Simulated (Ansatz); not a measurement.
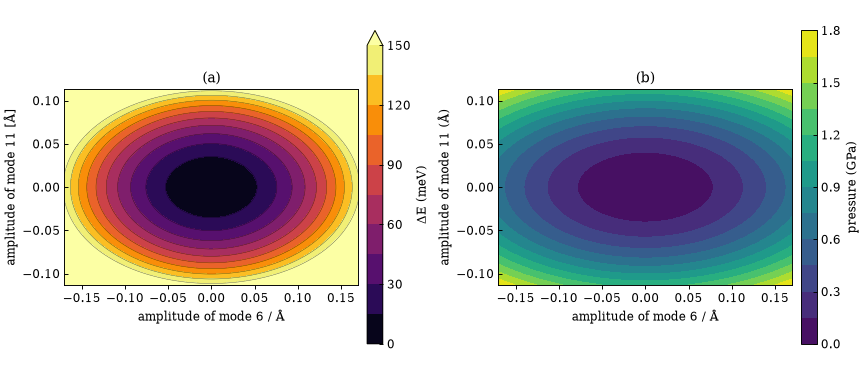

TiAl (P-6m2, No. 187; 4 atoms in the cell). The energy is mapped over two normal modes frozen in (zone-centre modes of the 4-atom cell of this scan, which folds in the wave vector (0, 1/2, 1/2) of the primitive cell). Coordinates scanned: (1) amplitude of mode 6 (183 cm⁻¹), largest displacement; (2) amplitude of mode 11 (315 cm⁻¹), largest displacement. Nothing is relaxed (the cell and all other modes fixed). The scan uses a 5 × 5 grid; 9 points were computed and 16 follow by symmetry. Points are written as (first, second). Energies are in meV per cell, from the lowest grid point. Method: Ansatz, DFT LDA, scalar-relativistic, plane waves, PAW. Settings: cutoff 520 eV, k-mesh 16×16×16, gaussian smearing 0.15 eV, no spin polarisation.

Panel (a) is the energy and panel (b) the computed pressure on the same grid.

The picture shows filled contours, one colour for all values above the top of the scale. Between grid points the surface is interpolated.

### How does the pressure vary over the map, and what is it at the lowest grid point?

It runs from 0.01 GPa at (0.000 Å, 0.000 Å) to 1.78 GPa at (−0.170 Å, −0.113 Å). At the lowest grid point, (0.000 Å, 0.000 Å), it is 0.01 GPa.

```tsv
second ↓, first →	−0.170	−0.085	0.000	0.085	0.170
0.113	1.78	1.31	1.14	1.31	1.78
0.057	0.93	0.45	0.29	0.45	0.93
0.000	0.65	0.17	0.01	0.17	0.65
−0.057	0.93	0.45	0.29	0.45	0.93
−0.113	1.78	1.31	1.14	1.31	1.78
```

PAW datasets: the set soft_1.
